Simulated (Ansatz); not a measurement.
Geometry relaxation, with input and output: Al2Cu

System: Al2Cu (6 atoms in the cell).
Method: DFT r2SCAN, scalar-relativistic, plane waves, PAW, no spin polarisation (Ansatz 0.2.0).

The structure derives from a Materials Project entry. It belongs to a series of runs on one base structure; here: uniaxial strain along c, a, b and atoms relaxed: +4.0 %. Figures and captions count atoms from 1; the log counts them from 0 in places.

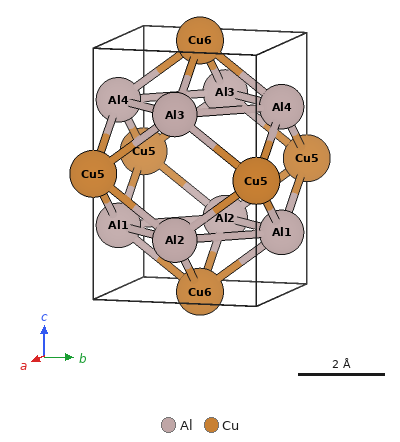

**Figure 1.** The starting structure (ball-and-stick view of the cell of the calculation, seen slightly off an axis; atoms are numbered from 1 in the order of the input). An atom can appear more than once, as a periodic image.

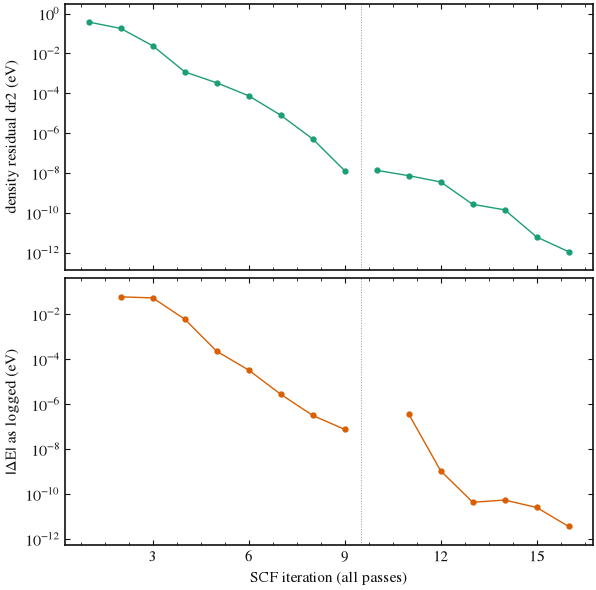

**Figure 2.** Convergence of the self-consistent field: density residual dr2 and size of the energy change against the SCF iteration. The dotted lines part the SCF passes of the relaxation: geometry steps, rejected trials and re-solves on a re-selected basis. The passes take 9 and 7 iterations.

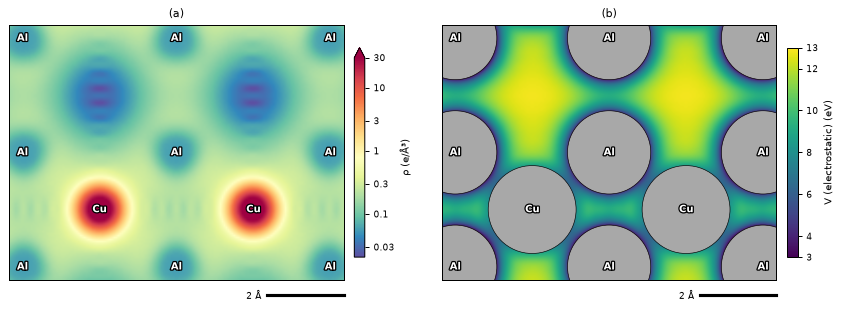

**Figure 3.** (a) valence charge density (pseudo); (b) electrostatic potential energy of an electron on the (100) plane of the conventional cell. Grey discs, where drawn, cover atomic cores. Atoms in the plane: Al and Cu. Al–Cu (2.50 Å): ρ at the midpoint is about 0.32 e/Å³. Away from the nuclei the density in this plane falls to 0.02 e/Å³ at its lowest. Outside the cores the potential energy rises away from the atoms and is highest about 2.5 Å from the nearest atoms; outside the discs it spans about 9 eV, and its zero is arbitrary. In a PAW calculation such maps are meaningful between the atoms, not at the nuclei.

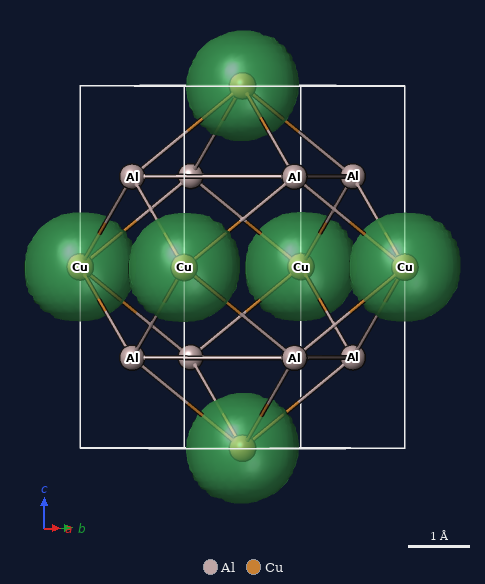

**Figure 4.** Isosurface of the valence pseudo-density at 0.6 e/Å³ (green), seen at an oblique angle. Sticks mark near contacts. The outline is the cell set on symmetry axes. At this value the density breaks into separate islands; it holds about 65 % of the electrons treated as valence (semicore included). It is pinched off along the Al–Cu (2.50 Å) and Al–Al (2.84 Å) contacts. On the grid the lowest density along these lines, outside the cores, is 0.26 e/Å³ (Al–Cu, 2.50 Å) and 0.22 e/Å³ (Al–Al, 2.84 Å).

The input that produced these results follows, with the program's output.

### The input
```yaml
crystal:
  lattice:
    - [2.8384027671, 2.8384027671, 0.0]
    - [-2.8384027671, 2.8384027671, 0.0]
    - [0.0, 0.0, 5.9635128844]
  atoms:
    - { symbol: Al, position: [0.5, 0.0, 0.25] }
    - { symbol: Al, position: [0.0, 0.5, 0.25] }
    - { symbol: Al, position: [0.0, 0.5, 0.75] }
    - { symbol: Al, position: [0.5, 0.0, 0.75] }
    - { symbol: Cu, position: [0.0, 0.0, 0.5] }
    - { symbol: Cu, position: [0.5, 0.5, 0.0] }
basis:
  ecutwfc: 500
kpoints:
  mp_grid: { grid: [10, 10, 6] }
hamiltonian:
  xc: r2scan
scf:
  occupations: { method: gaussian, width: 0.1 }
output:
  forces: true
  stress: true
  eigenvalues: true
  write_density: true
  write_potential: true
  elf: true
  volumetric_format: npy
relax:
  adjacent_minimum: "off"
  f_tol: 0.008
  max_steps: 40
  cell: { stress_tol: 0.015, fix: [c, angles] }
```

Run as:
```bash
ansatz run input.yaml --threads 1 --pin off --max-ram 2560MiB --backend cpu --events-out ev --progress --plain --runs-dir out
```

### The program's output
```
Engine: ansatz 0.2.0, x86_64-unknown-linux-gnu
Pseudopotentials: kind: paw
Pseudopotential: Al, paw, valence charge 3, recommended cutoff 500 eV (meta_gga), Al.paw.azcp
Pseudopotential: Cu, paw, valence charge 19, recommended cutoff 500 eV (meta_gga), Cu.paw.azcp
Functional definition: r2SCAN
  parameter k0 = 0.174
  parameter k1 = 0.065
  parameter a1 = 4.9479
  exchange = r2scan_x(k0 = k0, k1 = k1, a1 = a1)
  correlation = r2scan_c
Crystal: 6 atoms, lattice volume = 96.090 Å³
Basis set: ecut = 500 eV, 2437 PW (Γ), exchange–correlation on 120×120×180 points (64 copies of the dense FFT grid, shifted against one another)
Bands: 31, of which v1, the nominal top of the filled ones, is band 25 counted from 1 (24 counted from 0)
Symmetry: 32 space group operations
Space group: I4/mmm (ITA 139), of the structure as read, at distance tolerance 4.6e-5 Å
k-points: 84 of 600
Non-local potential: Al, projectors of the file, l = 0: 2, l = 1: 2, l = 2: 1
Non-local potential: Cu, projectors of the file, l = 0: 3, l = 1: 2, l = 2: 3, l = 3: 1
PAW form: soft (Blöchl's): semilocal exchange-correlation on the pseudo side does not see the compensation charge
PAW frozen core: Al, regenerated for the run's functional (the file was generated under x = pbe(κ = 0.804, μ = 0.2195149727645171), c = pbe(β = 0.06672455060314922))
PAW frozen core: Cu, regenerated for the run's functional (the file was generated under x = pbe(κ = 0.804, μ = 0.2195149727645171), c = pbe(β = 0.06672455060314922))
PAW one-centre angular grid: Al, 302 points (default); XC on 160 Gauss nodes
PAW one-centre angular grid: Cu, 590 points (default); XC on 160 Gauss nodes
Initial density: superposition of atomic densities (neutral atoms: chi_scale 0, normalization atom), corrected by the library's trained network
Initial wavefunctions: pseudopotential atomic-orbital guess
Functional: x = r2scan, c = r2scan; τ floored in thin density (d = 2e-4 eV/Å³)
SCF iter   1: F=—  HF=-15425.320034 eV  |F-HF|=—  |Δ(HF+E_count)|=         —  Δρ=2.34e-2  dr2=3.75e-1  dr2_τ=2.12e-2  ethr=1.77e-3  ⟨swp⟩=7.1  Hψ=12090  notcnv=0  defer=6
preconditioner: auto → Kerker (q_TF=auto, 2.447 Å⁻¹)  [metal: Δε(μ)=0.004 eV  Ē_g=7.732 eV  σ=0.100 eV  W_gap=0.02  n_scr=20 (ndim 8)  ℏωp=22.1 eV  f_vac=0.001  D(μ)=2.06/eV (n_scr^D=14)]
SCF iter   2: F=—  HF=-15425.380549 eV  |F-HF|=—  |Δ(HF+E_count)|=   6.05e-2  Δρ=1.91e-2  dr2=1.79e-1  dr2_τ=1.92e-3  ethr=7.50e-4  ⟨swp⟩=2.2  Hψ=4933  notcnv=0  defer=106
SCF iter   3: F=—  HF=-15425.326490 eV  |F-HF|=—  |Δ(HF+E_count)|=   5.41e-2  Δρ=4.43e-3  dr2=2.41e-2  dr2_τ=5.84e-5  ethr=3.58e-4  ⟨swp⟩=2.0  Hψ=4142  notcnv=0  defer=106
SCF iter   4: F=—  HF=-15425.320417 eV  |F-HF|=—  |Δ(HF+E_count)|=   6.07e-3  Δρ=1.40e-3  dr2=1.19e-3  dr2_τ=1.65e-5  ethr=4.81e-5  ⟨swp⟩=1.6  Hψ=4050  notcnv=0  defer=106
SCF iter   5: F=—  HF=-15425.320644 eV  |F-HF|=—  |Δ(HF+E_count)|=   2.27e-4  Δρ=5.67e-4  dr2=3.35e-4  dr2_τ=1.57e-6  ethr=2.38e-6  ⟨swp⟩=2.0  Hψ=3426  notcnv=0  defer=106
SCF iter   6: F=—  HF=-15425.320611 eV  |F-HF|=—  |Δ(HF+E_count)|=   3.30e-5  Δρ=2.48e-4  dr2=7.50e-5  dr2_τ=2.14e-7  ethr=6.70e-7  ⟨swp⟩=2.0  Hψ=4092  notcnv=0  defer=106
SCF iter   7: F=—  HF=-15425.320608 eV  |F-HF|=—  |Δ(HF+E_count)|=   2.77e-6  Δρ=7.74e-5  dr2=7.91e-6  dr2_τ=2.12e-8  ethr=1.50e-7  ⟨swp⟩=1.6  Hψ=3345  notcnv=0  defer=106
SCF iter   8: F=—  HF=-15425.320607 eV  |F-HF|=—  |Δ(HF+E_count)|=   3.17e-7  Δρ=1.80e-5  dr2=5.12e-7  dr2_τ=1.76e-9  ethr=1.58e-8  ⟨swp⟩=2.4  Hψ=3816  notcnv=0  defer=106
SCF iter   9: F=-15425.320608 eV  HF=-15425.320608 eV  |F-HF|=7.70e-9  |Δ(HF+E_count)|=   7.59e-8  Δρ=3.05e-6  dr2=1.31e-8  dr2_τ=3.17e-11  ethr=2.00e-10  ⟨swp⟩=12.9  Hψ=17183  notcnv=0
SCF 1 converged in 9 iterations: F = -15425.320608 eV  dr2 = 1.31e-8
  greatest PAW one-centre occupation: 1.000 electrons in one spin orbital (limit 2), on the Cu atom at site 5 (counted from 0), in its partial waves of l = 0
relax step   1: F+E_penalty+E_count = -15425.32060754 eV  Δ(F+E_penalty+E_count) = +0.000e0 eV  max|allowed force component| = 1.099e-17 eV/Å  Δτ_max = 0.0000 Å  P = -1.804 GPa  Ω = 96.090 Å³  fix = [c, alpha, beta, gamma]  reactions: c -5.390 GPa  (9 SCF iters, dr2 threshold 1.00e-7 eV, accepted)
Initial density: handed on by an earlier stage of this run
Initial wavefunctions: pseudopotential atomic-orbital guess (no wavefunctions were taken with the density)
iter 1 solved again at ethr=1.35e-7 eV; its pass at ethr=3.10e-3 eV (dr2=6.76e-5 eV) is discarded
SCF iter   1: F=—  HF=-15425.320608 eV  |F-HF|=—  |Δ(HF+E_count)|=         —  Δρ=3.28e-6  dr2=1.37e-8  dr2_τ=3.56e-11  ethr=1.35e-7  ⟨swp⟩=3.0  Hψ=18172  notcnv=0
eigensolver tolerance schedule: the retry pair's looser diagonalisation over-reported the residual by 4938.24 of it (diagonalisation noise at 0.27 of the residual, at the tolerance the schedule requests for it); recorded, not acted on — ethr = c·dr2/N_el stays at c = 1.0e-1
preconditioner: auto → Kerker (q_TF=auto, 2.447 Å⁻¹)  [metal: Δε(μ)=0.045 eV  Ē_g=7.548 eV  σ=0.100 eV  W_gap=0.25  n_scr=20 (ndim 8)  ℏωp=22.1 eV  f_vac=0.000  D(μ)=2.08/eV (n_scr^D=14)]
SCF iter   2: F=—  HF=-15425.320608 eV  |F-HF|=—  |Δ(HF+E_count)|=   3.65e-7  Δρ=3.77e-6  dr2=7.39e-9  dr2_τ=4.30e-11  ethr=2.74e-11  ⟨swp⟩=2.9  Hψ=5436  notcnv=0
SCF iter   3: F=—  HF=-15425.320608 eV  |F-HF|=—  |Δ(HF+E_count)|=   1.08e-9  Δρ=1.35e-6  dr2=3.57e-9  dr2_τ=2.31e-11  ethr=1.48e-11  ⟨swp⟩=2.1  Hψ=3711  notcnv=0
SCF iter   4: F=—  HF=-15425.320608 eV  |F-HF|=—  |Δ(HF+E_count)|=  4.37e-11  Δρ=3.73e-7  dr2=2.69e-10  dr2_τ=4.33e-12  ethr=7.15e-12  ⟨swp⟩=2.6  Hψ=3951  notcnv=0
SCF iter   5: F=—  HF=-15425.320608 eV  |F-HF|=—  |Δ(HF+E_count)|=  5.46e-11  Δρ=4.78e-7  dr2=1.43e-10  dr2_τ=8.06e-13  ethr=1.00e-12  ⟨swp⟩=2.6  Hψ=3715  notcnv=0
SCF iter   6: F=—  HF=-15425.320608 eV  |F-HF|=—  |Δ(HF+E_count)|=  2.55e-11  Δρ=6.54e-8  dr2=6.19e-12  dr2_τ=6.92e-14  ethr=1.00e-12  ⟨swp⟩=1.0  Hψ=2614  notcnv=0
SCF iter   7: F=-15425.320608 eV  HF=-15425.320608 eV  |F-HF|=3.64e-12  |Δ(HF+E_count)|=  3.64e-12  Δρ=3.77e-8  dr2=1.13e-12  dr2_τ=2.47e-14  ethr=1.00e-12  ⟨swp⟩=5.3  Hψ=9876  notcnv=0
SCF 2 converged in 7 iterations: F = -15425.320608 eV  dr2 = 1.13e-12
relax step   2: F+E_penalty+E_count = -15425.32060755 eV  Δ(F+E_penalty+E_count) = -7.341e-9 eV  max|allowed force component| = 1.388e-17 eV/Å  Δτ_max = 0.0000 Å  P = -1.804 GPa  Ω = 96.090 Å³  fix = [c, alpha, beta, gamma]  reactions: c -5.390 GPa  stress off target by 1.14e-2 GPa on what of the cell is left free  SCF on the basis re-selected at this cell (its energy is not comparable with the rows above)  (7 SCF iters)
basis re-selected at this cell: Δ(F+E_penalty+E_count) = -7.341e-9 eV, ΔP = -0.000 GPa vs the last step (what re-selecting the basis moved, of the pressure what is left beyond the Pulay correction that the steps carried, after the strain that the cell walked since its last selection, with what the two solves' SCF thresholds leave and, on support functions, any second-order correction that the steps lacked; it is no measure of the basis error at this ecutwfc). This SCF's stress stands 1.14e-2 GPa from its target on what of the cell is left free (relax.cell.stress_tol is 1.50e-2 GPa) and its largest allowed force component is 1.39e-17 eV/Å (relax.f_tol is 8.00e-3 eV/Å): within both
SCF converged after 7 iterations
Free energy (F): -15425.320608 eV
Harris-Foulkes:  -15425.320608 eV  (|F-HF|=3.64e-12)
Internal energy: -15425.310225 eV  (E = F + TS)
E sigma→0 (E₀):  -15425.315416 eV
Entropy (-TS):   -0.010383 eV (-1.730 meV/atom)
Fermi energy:    9.120629 eV
--- Per-component energies (eV) ---
  E_band       = -1044.418370
  E_kinetic    = 691.296927
  E_local      = -11843.575784  (includes V_loc(G=0)·N_el)
  E_nonlocal   = 809.507538
  E_hartree    = 5309.613733
  E_xc         = -316.754577
  E_vxc        = -378.729742  (∫ρ·V_xc dr)
  E_paw        = -5232.612971  (= ΣΔE_a)
  E_vpaw       = -966.328532  (= ΣTr[D̂ρ^β])
  E_aug_tail   = 0.000295  (compensation charges beyond the density's cutoff)
  E_vtau       = 24.183517  (kinetic-family band-sum trace: ∫τ·v_τ [+ j·A + Jᵃ·Aᵃ] dr)
  E_ewald      = -4841.942738
  E_core_change = -0.842648  (= ΣΔE_core)
  E_smearing   = -0.010383  (= −TS)
  E_closure    = 0.000000  (closes the sum)
  Σ components = -15425.320608   (vs F -15425.320608, Δ=0.00e0)
--- Forces (eV/Å), atoms counted from 1 ---
  atom   1  Al     0.00000000    -0.00000000    -0.00000000
  atom   2  Al     0.00000000     0.00000000    -0.00000000
  atom   3  Al     0.00000000     0.00000000    -0.00000000
  atom   4  Al     0.00000000     0.00000000    -0.00000000
  atom   5  Cu    -0.00000000     0.00000000     0.00000000
  atom   6  Cu    -0.00000000     0.00000000     0.00000000
  max |Σ_I F_I| component: 5.20e-17 eV/Å
--- Stress (GPa, compression-positive) ---
       -0.011373      -0.000000       0.000000
       -0.000000      -0.011373       0.000000
        0.000000       0.000000      -5.390256
  P = ⅓ Tr σ = -1.8043 GPa (-18.043 kbar)
--- Band table (eV; the first three rows and the last of 84) ---
  k-point 0: bands = ["-108.6092", "-108.6092", "-64.4183", "-64.4182", "-64.3887", "-64.3887", "-64.3887", "-64.3887", "-1.6092", "2.2869", "2.9121", "3.9947", "4.4391", "4.4391", "4.4827", "4.9681", "4.9732", "4.9732", "5.0616", "5.1657", "5.2054", "7.2022", "7.2022", "10.0418", "11.0697", "11.8178", "11.9889", "11.9889", "12.2400", "12.2400", "12.5550"]
  k-point 1: bands = ["-108.6092", "-108.6092", "-64.4183", "-64.4182", "-64.3887", "-64.3887", "-64.3887", "-64.3887", "-1.4871", "1.3425", "3.8431", "4.0274", "4.4503", "4.4607", "4.4607", "4.9111", "4.9111", "4.9430", "5.0711", "5.1957", "5.4103", "7.3888", "7.3888", "10.1143", "10.7690", "10.7690", "11.1592", "11.2735", "12.0231", "13.6387", "13.6387"]
  k-point 2: bands = ["-108.6092", "-108.6092", "-64.4183", "-64.4182", "-64.3887", "-64.3887", "-64.3887", "-64.3887", "-1.1222", "0.3109", "4.1170", "4.3614", "4.5005", "4.5259", "4.5259", "4.7740", "4.7740", "4.8680", "5.0974", "5.1693", "6.4597", "7.8982", "7.8982", "9.6172", "9.6172", "9.8617", "10.3378", "11.2970", "11.4386", "12.7531", "15.3104"]
  k-point 83: bands = ["-108.6092", "-108.6092", "-64.4183", "-64.4183", "-64.3888", "-64.3888", "-64.3888", "-64.3888", "3.4046", "3.4046", "3.4046", "3.4046", "3.6862", "3.6862", "4.1355", "4.1355", "5.0477", "5.0477", "5.2688", "5.2688", "5.4637", "5.4637", "5.4637", "5.4637", "6.5182", "6.5182", "13.1517", "13.1517", "13.1517", "13.1517", "14.1447"]
--- Relaxed structure (1 steps of the walk, 1 accepted, 1 SCFs on fresh bases) ---
  F+E_penalty+E_count = -15425.32060755 eV   max|allowed force component| = 1.388e-17 eV/Å   (the final SCF, on the basis selected at the relaxed cell)
  cell:  # Å, volume = 96.0904 Å³
    - [2.8384027671, 2.8384027671, 0.0]
    - [-2.8384027671, 2.8384027671, 0.0]
    - [0.0, 0.0, 5.9635128844]
  atoms:
    - { symbol: Al, position: [0.49999999999999994, 0.0, 0.24999999999999994] }
    - { symbol: Al, position: [0.0, 0.49999999999999994, 0.24999999999999994] }
    - { symbol: Al, position: [0.0, 0.49999999999999994, 0.7499999999999999] }
    - { symbol: Al, position: [0.49999999999999994, 0.0, 0.7499999999999999] }
    - { symbol: Cu, position: [0.0, 0.0, 0.4999999999999999] }
    - { symbol: Cu, position: [0.49999999999999994, 0.49999999999999994, 0.0] }
```

### Trajectory as extended XYZ (Å, eV, eV/Å), 2 frames, from step=1 to step=2
```
6
Lattice="2.8384 2.8384 0.0000 -2.8384 2.8384 0.0000 0.0000 0.0000 5.9635" Properties=species:S:1:pos:R:3:forces:R:3 step=1 energy=-15425.32061 pressure_GPa=-1.80
Al    1.4192    1.4192    1.4909    0.0000   0.0000   0.0000
Al   -1.4192    1.4192    1.4909    0.0000   0.0000   0.0000
Al   -1.4192    1.4192    4.4726    0.0000   0.0000   0.0000
Al    1.4192    1.4192    4.4726    0.0000   0.0000   0.0000
Cu    0.0000    0.0000    2.9818    0.0000   0.0000   0.0000
Cu    0.0000    2.8384    0.0000    0.0000   0.0000   0.0000
6
Lattice="2.8384 2.8384 0.0000 -2.8384 2.8384 0.0000 0.0000 0.0000 5.9635" Properties=species:S:1:pos:R:3:forces:R:3 step=2 energy=-15425.32061 pressure_GPa=-1.80
Al    1.4192    1.4192    1.4909    0.0000   0.0000   0.0000
Al   -1.4192    1.4192    1.4909    0.0000   0.0000   0.0000
Al   -1.4192    1.4192    4.4726    0.0000   0.0000   0.0000
Al    1.4192    1.4192    4.4726    0.0000   0.0000   0.0000
Cu    0.0000    0.0000    2.9818    0.0000   0.0000   0.0000
Cu    0.0000    2.8384    0.0000    0.0000   0.0000   0.0000
```

### Summary

```tsv
quantity	value
outcome	converged
space group (tolerance 0.01 Å)	I4/mmm (139)
electrons treated	50
free energy	−15425.3206 eV
Fermi energy	9.121 eV
gap on the k-point mesh	none (metallic)
pressure	−1.80 GPa
final volume	96.09 Å³
largest force (length of the vector) at the end	under 0.001 eV/Å
final cell	a = 4.014 Å, b = 4.014 Å, c = 5.964 Å, α = 90.00°, β = 90.00°, γ = 90.00°
hardware	1 thread of AMD EPYC (Zen 3), 189 GiB of memory available, shared host
wall time	2.5 min
peak memory	0.7 GiB
```
